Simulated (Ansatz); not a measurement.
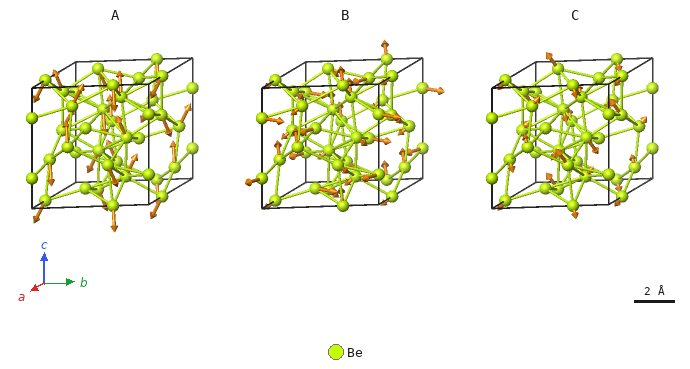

Modes of crystalline Be (a generated structure), space group R-3c (No. 167), at the zone centre (one member of each degenerate set). The orange arrows are the displacements of the atoms (eigenvector over the root of the mass), of arbitrary overall length and sign. Style: ball-and-stick. Shown: the conventional cell (3 times the calculation's cell), slightly off an axis. Lengths and directions refer to the drawn axes.

These are results of DFT PBE, scalar-relativistic, plane waves, PAW (Ansatz), not measurements.

The frequencies depend somewhat on the k-mesh and the smearing.

Give the symmetry species and the selection rules of each.

Answer. A is A₂g, silent by symmetry (neither infrared- nor Raman-active) (456 cm⁻¹). B is E_u, infrared-active by symmetry (662 cm⁻¹). C is E_g, Raman-active by symmetry (598 cm⁻¹). The crystal has a centre of inversion, so no mode is both. In a metal the free carriers screen the infrared response.
